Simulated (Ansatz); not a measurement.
CoSi2: geometry relaxation (part 2 of 2)

CoSi2 (Fm-3m, 3 atoms in the cell); DFT PBE, scalar-relativistic, plane waves, PAW, no spin polarisation (Ansatz 0.2.0); cutoff 420 eV, 14×14×14 k-mesh, Gaussian smearing of 0.1 eV. The structure derives from a Materials Project entry.

Geometry of the input (Å; fractional positions):
```
0.0000  2.6564  2.6564
2.6564  0.0000  2.6564
2.6564  2.6564  0.0000
Co 0.0000  0.0000  0.0000
Si 0.7500  0.7500  0.7500
Si 0.2500  0.2500  0.2500
```

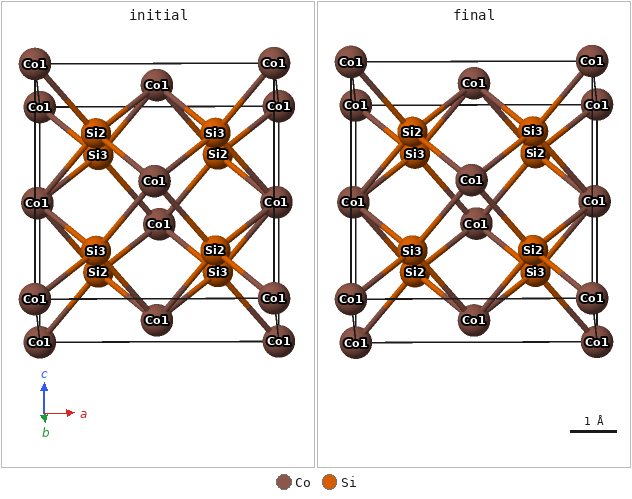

Figure 1. Before (left) and after (right) the relaxation, at one scale (ball-and-stick view of the cell 4 times as large as that of the calculation, set on its symmetry axes, seen at an oblique angle). Over 3 geometry steps the energy falls by 14.9 meV per cell of the calculation. All forces vanish by symmetry, so only the cell relaxes. Pressure: 5.03 GPa at the start and 0.03 GPa at the end. The atoms keep their places relative to the cell (all moves are under 0.005 Å). The drawn cell changes as follows: a = b = c 5.313 → 5.360 Å (+0.9 %); the volume changes by +2.7 %. Distances before and after: Co1–Si2 2.301 → 2.321 Å. The space group stays Fm-3m (No. 225). A last SCF at the same geometry on a re-selected plane-wave basis shifts the energy by −0.5 meV per cell of the calculation. (Atoms are counted from 1 in the order of the input.)

```
basis re-selected at this cell: Δ(F+E_penalty+E_count) = -5.219e-4 eV, ΔP = +0.027 GPa vs the last step (what re-selecting the basis moved, of the pressure what is left beyond the Pulay correction that the steps carried, after the strain that the cell walked since its last selection, with what the two solves' SCF thresholds leave and, on support functions, any second-order correction that the steps lacked; it is no measure of the basis error at this ecutwfc). This SCF's stress stands 2.88e-2 GPa from its target on what of the cell is left free (relax.cell.stress_tol is 5.00e-2 GPa) and its largest allowed force component is 8.64e-17 eV/Å (relax.f_tol is 5.00e-3 eV/Å): within both
SCF converged after 6 iterations
Free energy (F): -6399.178099 eV
Harris-Foulkes:  -6399.178099 eV  (|F-HF|=1.27e-11)
Internal energy: -6399.172942 eV  (E = F + TS)
E sigma→0 (E₀):  -6399.175521 eV
Entropy (-TS):   -0.005158 eV (-1.719 meV/atom)
Fermi energy:    12.865094 eV
--- Per-component energies (eV) ---
  E_band       = -284.831660
  E_kinetic    = 547.364144
  E_local      = -4098.398076  (includes V_loc(G=0)·N_el)
  E_nonlocal   = 501.205563
  E_hartree    = 1783.045017
  E_xc         = -274.040490
  E_vxc        = -305.176999  (∫ρ·V_xc dr)
  E_paw        = -2541.411904  (= ΣΔE_a)
  E_vpaw       = -495.916107  (= ΣTr[D̂ρ^β])
  E_aug_tail   = 0.000158  (compensation charges beyond the density's cutoff)
  E_ewald      = -2316.937355
  E_smearing   = -0.005158  (= −TS)
  E_closure    = -0.000000  (closes the sum)
  Σ components = -6399.178099   (vs F -6399.178099, Δ=0.00e0)
--- Forces (eV/Å), atoms counted from 1 ---
  atom   1  Co     0.00000000     0.00000000     0.00000000
  atom   2  Si    -0.00000000    -0.00000000     0.00000000
  atom   3  Si     0.00000000     0.00000000     0.00000000
  max |Σ_I F_I| component: 4.63e-17 eV/Å
--- Stress (GPa, compression-positive) ---
        0.028776      -0.000000      -0.000000
       -0.000000       0.028776      -0.000000
       -0.000000      -0.000000       0.028776
  P = ⅓ Tr σ = 0.0288 GPa (0.288 kbar)
--- Band table (eV; the first three rows and the last of 104) ---
  k-point 0: bands = ["-81.8978", "-45.2127", "-45.2127", "-45.2127", "-0.2721", "8.7761", "8.7761", "8.7761", "10.9540", "10.9540", "13.5885", "16.2756", "16.2756", "16.2756", "16.2793", "16.2793", "16.2793"]
  k-point 1: bands = ["-81.8978", "-45.2128", "-45.2127", "-45.2127", "-0.1946", "8.5800", "8.8039", "8.8039", "10.9300", "10.9300", "13.6692", "15.0273", "15.6327", "15.6327", "16.9442", "16.9442", "17.5870"]
  k-point 2: bands = ["-81.8978", "-45.2131", "-45.2127", "-45.2127", "0.0369", "8.0467", "8.8825", "8.8825", "10.8723", "10.8723", "13.3259", "14.5367", "15.0052", "15.0052", "17.2658", "17.2658", "18.0054"]
  k-point 103: bands = ["-81.8978", "-45.2145", "-45.2141", "-45.2136", "4.4970", "5.0061", "6.5175", "7.1847", "10.3995", "10.6809", "10.9096", "11.4063", "12.1518", "15.9136", "17.1311", "18.1574", "20.0543"]
--- Relaxed structure (4 steps of the walk, 4 accepted, 1 SCFs on fresh bases) ---
  F+E_penalty+E_count = -6399.17809947 eV   max|allowed force component| = 8.635e-17 eV/Å   (the final SCF, on the basis selected at the relaxed cell)
  cell:  # Å, volume = 38.4886 Å³
    - [-3.757836874260498e-34, 2.679790485345219, 2.679790485345219]
    - [2.679790485345219, -1.592303760279872e-34, 2.679790485345219]
    - [2.679790485345219, 2.679790485345219, 1.4012273090462873e-34]
  atoms:
    - { symbol: Co, position: [6.699416169665309e-35, -2.684171908278304e-35, -4.163141189510196e-35] }
    - { symbol: Si, position: [0.75, 0.75, 0.75] }
    - { symbol: Si, position: [0.25, 0.25, 0.25] }
```

Trajectory as extended XYZ (Å, eV, eV/Å), 5 frames, from step=1 to step=5
```
3
Lattice="0.0000 2.6564 2.6564 2.6564 0.0000 2.6564 2.6564 2.6564 0.0000" Properties=species:S:1:pos:R:3:forces:R:3 step=1 energy=-6399.16272 pressure_GPa=5.03
Co    0.0000    0.0000    0.0000    0.0000   0.0000   0.0000
Si    3.9846    3.9846    3.9846    0.0000   0.0000   0.0000
Si    1.3282    1.3282    1.3282    0.0000   0.0000   0.0000
3
Lattice="0.0000 2.6697 2.6697 2.6697 0.0000 2.6697 2.6697 2.6697 0.0000" Properties=species:S:1:pos:R:3:forces:R:3 step=2 energy=-6399.17494 pressure_GPa=2.11
Co    0.0000    0.0000    0.0000    0.0000   0.0000   0.0000
Si    4.0045    4.0045    4.0045    0.0000   0.0000   0.0000
Si    1.3348    1.3348    1.3348    0.0000   0.0000   0.0000
3
Lattice="0.0000 2.6794 2.6794 2.6794 0.0000 2.6794 2.6794 2.6794 0.0000" Properties=species:S:1:pos:R:3:forces:R:3 step=3 energy=-6399.17758 pressure_GPa=0.09
Co    0.0000    0.0000    0.0000    0.0000   0.0000   0.0000
Si    4.0190    4.0190    4.0190    0.0000   0.0000   0.0000
Si    1.3397    1.3397    1.3397    0.0000   0.0000   0.0000
3
Lattice="0.0000 2.6798 2.6798 2.6798 0.0000 2.6798 2.6798 2.6798 0.0000" Properties=species:S:1:pos:R:3:forces:R:3 step=4 energy=-6399.17758 pressure_GPa=0.00
Co    0.0000    0.0000    0.0000    0.0000   0.0000   0.0000
Si    4.0197    4.0197    4.0197    0.0000   0.0000   0.0000
Si    1.3399    1.3399    1.3399    0.0000   0.0000   0.0000
3
Lattice="0.0000 2.6798 2.6798 2.6798 0.0000 2.6798 2.6798 2.6798 0.0000" Properties=species:S:1:pos:R:3:forces:R:3 step=5 energy=-6399.17810 pressure_GPa=0.03
Co    0.0000    0.0000    0.0000    0.0000   0.0000   0.0000
Si    4.0197    4.0197    4.0197    0.0000   0.0000   0.0000
Si    1.3399    1.3399    1.3399    0.0000   0.0000   0.0000
```

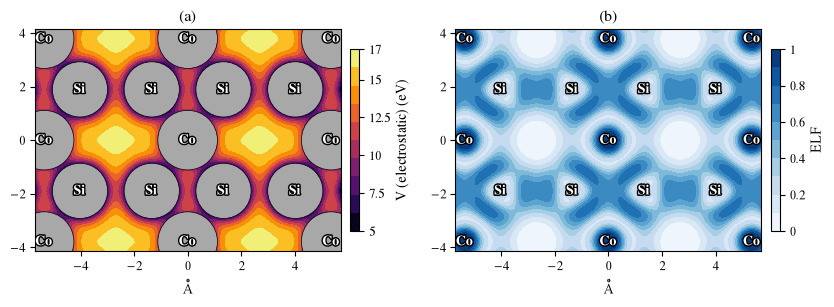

Figure 2. (a) electrostatic potential (local pseudopotential plus Hartree) felt by an electron; (b) ELF on the (110) plane of the conventional cell. Grey discs, where drawn, cover atomic cores. The section cuts through Co and Si sites. Co–Si (2.32 Å): the ELF is about 0.50 at the midpoint. The strong features right at Co lie inside the PAW spheres (semicore, d or f shells) and say nothing about bonding. Outside the cores the potential energy rises away from the atoms and is highest about 2.3 Å from the nearest atoms; outside the discs it spans about 10 eV, and its zero is arbitrary. Core electrons are frozen (PAW), so the fields are smoothed inside the atomic spheres.

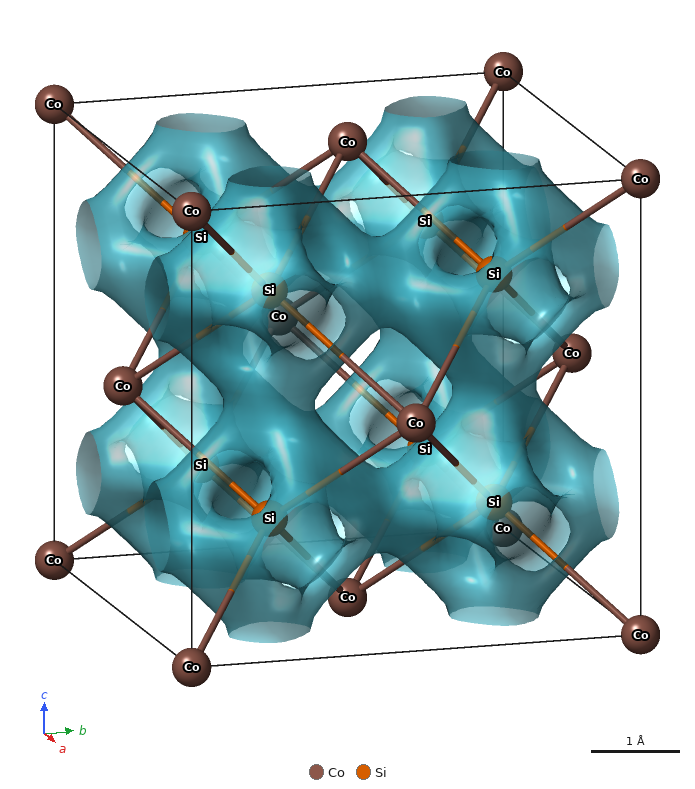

Figure 3. Isosurface of the ELF at 0.55 (cyan), seen slightly off an axis. Core shells and regions of very low density are left out. Sticks mark near contacts. The outline is the cell set on symmetry axes. The ELF exceeds this value in one network that runs through the whole crystal, counted in one cell of 12 atoms. Profiles from the grid: Co–Si (2.32 Å): the ELF is about 0.50 at the midpoint.

Results in brief

```csv
quantity,value
outcome,converged
space group (tolerance 0.01 Å),Fm-3m (225)
electrons treated,25
free energy,−6399.1781 eV
Fermi energy,12.865 eV
gap on the k-point mesh,none (metallic)
pressure,0.03 GPa
final volume,38.49 Å³
largest force (length of the vector) at the end,under 0.001 eV/Å
final cell,"a = 3.790 Å, b = 3.790 Å, c = 3.790 Å, α = 60.00°, β = 60.00°, γ = 60.00°"
wall time,8.7 s (CPU time 23 s)
peak memory,0.39 GiB
```

Remarks

The run has no spin polarisation, so a magnetic state may lie lower.
